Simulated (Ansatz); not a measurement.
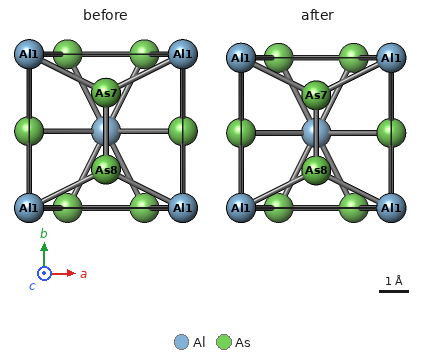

The structure of crystalline AlAs$_{3}$ (built on the A15_223 type) (coarse preliminary run) before (left) and after (right) a relaxation, at one scale.

Style: ball-and-stick. Shown: the cell of the calculation, along the c axis.

Case: A15 type (Pm-3n, No. 223).

These are results of DFT r2SCAN, scalar-relativistic, plane waves, PAW (Ansatz), not measurements. Set-up: plane-wave cutoff 500 eV; k-point mesh 4 × 4 × 4; occupations gaussian; smearing width 0.1 eV; no spin polarisation; cell and atoms relaxed; force threshold 0.04 eV/Å; at most 70 steps.

Q: Summarise the run.

A: No atom moves by more than 0.005 Å relative to the cell. Cell: a = b = c 5.434 → 5.309 Å (−2.3 %). Volume −6.8 %. Some distances before and after: Al–As 3.038 → 2.968 Å, As–As 2.717 → 2.654 Å. The space group stays Pm-3n (No. 223). After 3 accepted moves (4 points after the start) the energy has fallen by 0.177 eV per cell of the calculation. All forces vanish by symmetry, so only the cell relaxes. Pressure: −4.86 GPa at the start and −0.04 GPa at the end. The SCF was repeated once at an unchanged geometry on a basis and grid sized afresh for the cell, which shifted the energy by 1.3 meV per cell of the calculation at most.
